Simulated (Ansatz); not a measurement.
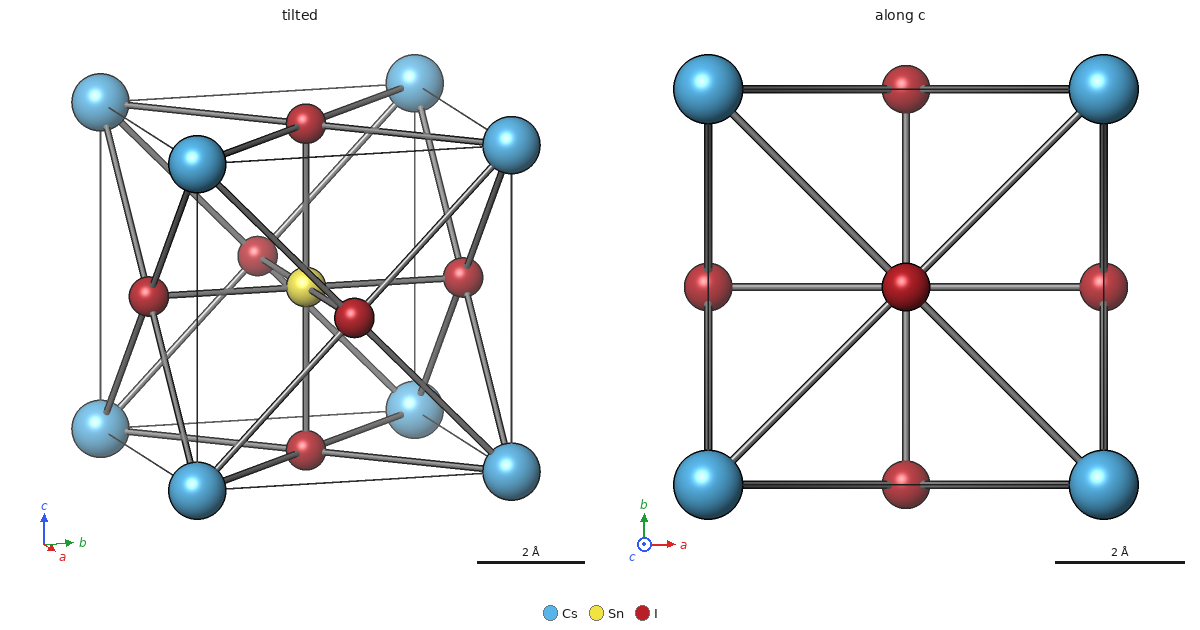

Ball-and-stick drawing of the structure, looking slightly off an axis and along the c axis. The unit cell is drawn as a box.

CsSnI3, a = 6.18 Å, b = 6.18 Å, c = 6.26 Å, α = 90.00°, β = 90.00°, γ = 90.00°.

Computational set-up: DFT, HSE06, plane waves, PAW in Ansatz 0.2.0, plane waves to 420 eV, k-points on a 2×2×2 grid, no spin polarisation.

**Metal or not?**

A semiconductor at this level, with a gap of 0.71 eV, direct.

**Which way would the volume go on relaxing?**

The computed pressure is 1.8 GPa (compressed: it would expand).

It goes back to a structure type filled with these elements by a generator (whether the compound takes this form wasn't checked). The cell was then strained or its atoms displaced on purpose. An electronic-structure calculation with Ansatz was run on it.
